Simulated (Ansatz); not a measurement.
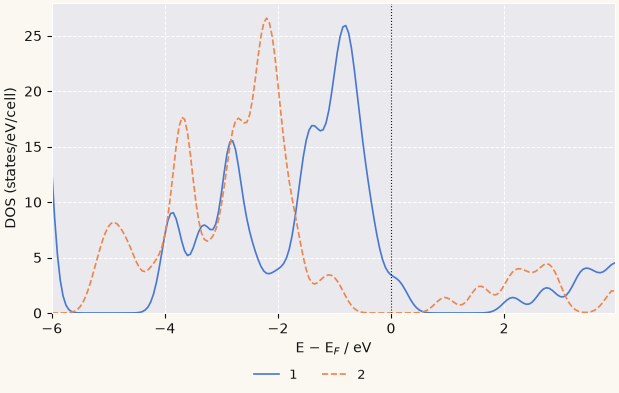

Densities of states of two runs on Cs₂AgBiBr₆, space group Fm-3m (No. 225), 10 atoms in the cell, each from its own Fermi level, built from the levels of each run's k mesh with Gaussians 0.4 eV wide, which blur the band edges.

Input of the base run:

```
crystal:
  lattice:
    - [0.0, 5.672916, 5.672916]
    - [5.672916, 0.0, 5.672916]
    - [5.672916, 5.672916, 0.0]
  atoms:
    - { symbol: Bi, position: [0.0, 0.0, 0.0] }
    - { symbol: Ag, position: [0.5, 0.5, 0.5] }
    - { symbol: Cs, position: [0.25, 0.25, 0.25] }
    - { symbol: Cs, position: [0.75, 0.75, 0.75] }
    - { symbol: Br, position: [0.25055, 0.74945, 0.25055] }
    - { symbol: Br, position: [0.25055, 0.74945, 0.74945] }
    - { symbol: Br, position: [0.74945, 0.25055, 0.74945] }
    - { symbol: Br, position: [0.74945, 0.25055, 0.25055] }
    - { symbol: Br, position: [0.25055, 0.25055, 0.74945] }
    - { symbol: Br, position: [0.74945, 0.74945, 0.25055] }
  symmetry: { tolerance: 0.0003 }
kpoints:
  mp_grid: { grid: [3, 3, 3], shift: [0, 0, 0] }
magnetization:
  spin_polarized: false
scf:
  occupations: { method: fermi_dirac, width: 0.0232 }
hamiltonian:
  pseudopotentials: { kind: paw }
  xc: pbe
basis:
  ecutwfc: 420
output:
  forces: true
  stress: true
  eigenvalues: true
```

Run as:
```bash
ansatz run input.yaml --threads 1 --pin off --max-ram 2560MiB --backend cpu --events-out ev --progress --plain --runs-dir out
```

The second run changes total_charge from the default to 1.

### Which curve is the changed run?

Curve 1. The base run has a gap of 1.91 eV on its mesh; the changed run has no gap on its mesh. Removing an electron puts the Fermi level into the valence band.

On the base run: Spin-orbit coupling is left out, which matters for Bi.
